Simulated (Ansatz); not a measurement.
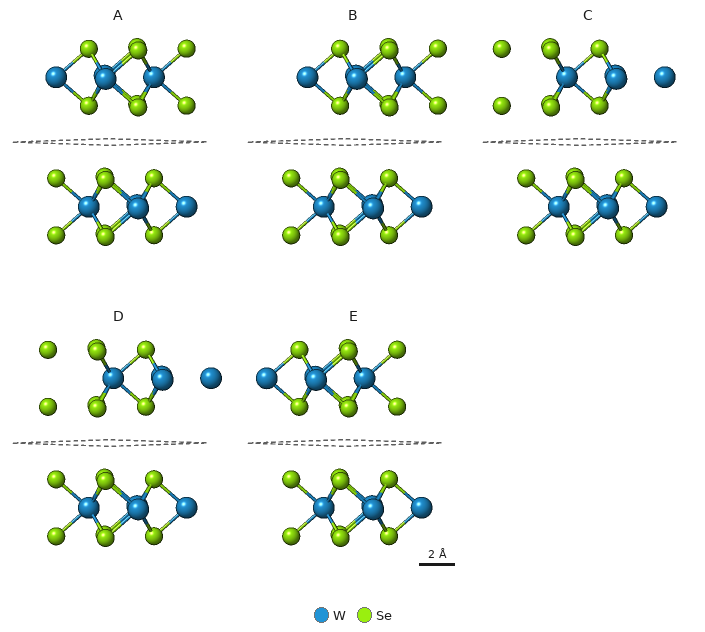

Frames of a one-coordinate scan of solid WSe2 (P6_3/mmc). A ball-and-stick model of the layers on both sides of the dashed plane, seen from the side, nearly along that plane.

Level of theory: Ansatz 0.2.0, DFT PBE, scalar-relativistic, plane waves, PAW. Settings: plane-wave cutoff 420 eV; k-point mesh 9 × 9 × 2; occupations gaussian; smearing width 0.05 eV; no spin polarisation. Energies (free energies at the smearing named) are counted from the relaxed crystal.

What is being scanned?

The crystal above a cut along the (0 0 1) plane of the conventional cell (between a plane of Se below and one of Se above, 4.27 Å apart) is slid rigidly by fractions of an in-plane lattice vector 5.75 Å long (a generalised stacking fault). In the frames the slip is 0.00 (A), 0.167 (B), 0.417 (C), 0.583 (D), 0.75 (E). One cut stands in each cell, which starts 15.3 Å high; nothing is relaxed, and the dashed outline marks the cut. Their energies are 0.00 mJ/m², 2.24 mJ/m², 3.38 mJ/m², 6.96 mJ/m², 6.83 mJ/m².

Limits of the set-up: layers or molecules are held without a dispersion correction, so their spacing is unreliable.
